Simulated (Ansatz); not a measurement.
System: Zr8O15 (cell with a defect).

Input

```
crystal:
  lattice:
    - [0.0, 5.07, 5.07]
    - [5.07, 0.0, 5.07]
    - [5.07, 5.07, 0.0]
  atoms:
    - { symbol: Zr, position: [0.0, 0.0, 0.0], spin: 0.5 }
    - { symbol: Zr, position: [0.0, 0.0, 0.5], spin: 0.5 }
    - { symbol: Zr, position: [0.0, 0.5, 0.0], spin: 0.5 }
    - { symbol: Zr, position: [0.0, 0.5, 0.5] }
    - { symbol: Zr, position: [0.5, 0.0, 0.0], spin: 0.5 }
    - { symbol: Zr, position: [0.5, 0.0, 0.5] }
    - { symbol: Zr, position: [0.5, 0.5, 0.0] }
    - { symbol: Zr, position: [0.5, 0.5, 0.5] }
    - { symbol: O, position: [0.125, 0.125, 0.625] }
    - { symbol: O, position: [0.125, 0.625, 0.125] }
    - { symbol: O, position: [0.125, 0.625, 0.625] }
    - { symbol: O, position: [0.625, 0.125, 0.125] }
    - { symbol: O, position: [0.625, 0.125, 0.625] }
    - { symbol: O, position: [0.625, 0.625, 0.125] }
    - { symbol: O, position: [0.625, 0.625, 0.625] }
    - { symbol: O, position: [0.375, 0.375, 0.375] }
    - { symbol: O, position: [0.375, 0.375, 0.875] }
    - { symbol: O, position: [0.375, 0.875, 0.375] }
    - { symbol: O, position: [0.375, 0.875, 0.875] }
    - { symbol: O, position: [0.875, 0.375, 0.375] }
    - { symbol: O, position: [0.875, 0.375, 0.875] }
    - { symbol: O, position: [0.875, 0.875, 0.375] }
    - { symbol: O, position: [0.875, 0.875, 0.875] }
magnetization:
  spin_polarized: true
kpoints:
  mp_grid: { grid: [3, 3, 3] }
scf:
  occupations: { method: fermi_dirac, width: 0.01 }
hamiltonian:
  xc: pbe
  pseudopotentials: { kind: paw }
output:
  forces: true
  stress: true
  populations: true
  efg:
    quadrupole_moments_barn: { Zr: -0.176, O: -0.02558 }
    contact_densities: true
  write_density: true
  write_potential: true
  elf: true
  volumetric_format: npy
```

Launched as:

```sh
ansatz run input.yaml --threads 1 --pin off --max-ram 3072MiB --backend cpu --events-out ev --progress --plain --runs-dir out
```

Not relaxed (largest force 0.7 eV/Å); computed pressure about 5 GPa in this cell; the program warned that a starting moment wasn't kept; spin-polarised, but the moments vanished.

These are results of DFT, PBE, plane-wave PAW, default files, scalar-relativistic in Ansatz, not measurements.

Q: What will maps of the valence pseudo-density and electron localisation function show?

A: Zr–O (2.20 Å): the density is about 0.54 e/Å³ at the midpoint; the ELF peaks at about 0.85 in the valence shell of O, 0.6 Å from its nucleus, and drops to about 0.20 between the two atoms (no shared electron pair shows on this line).

Q: Does the calculation give a band gap?

A: It is gapped, with a Kohn–Sham gap of 1.0 eV on the k-point mesh, an upper bound to the gap of this method.

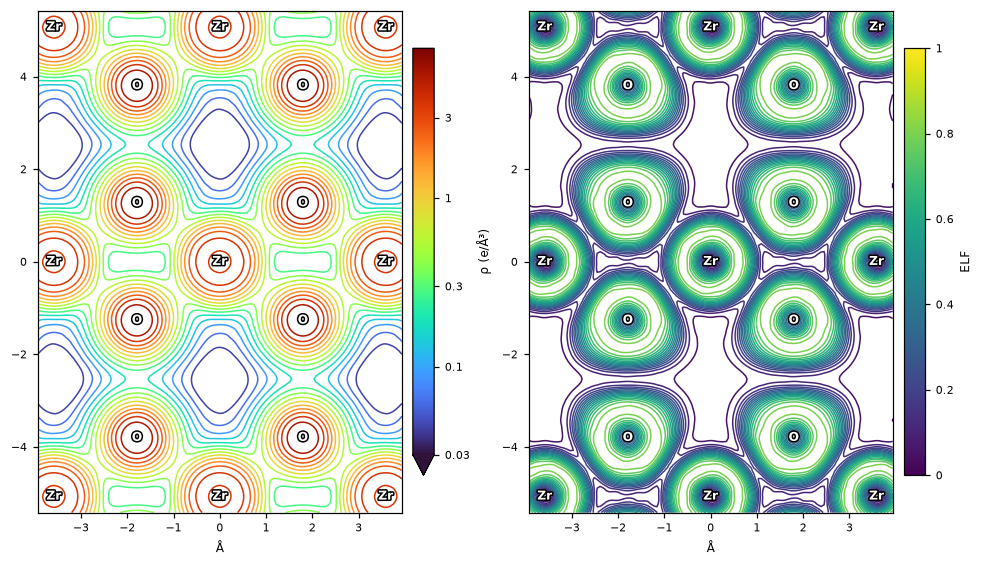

Computed valence pseudo-density and electron localisation function on the (011̄) plane of the calculation cell, in this order. 
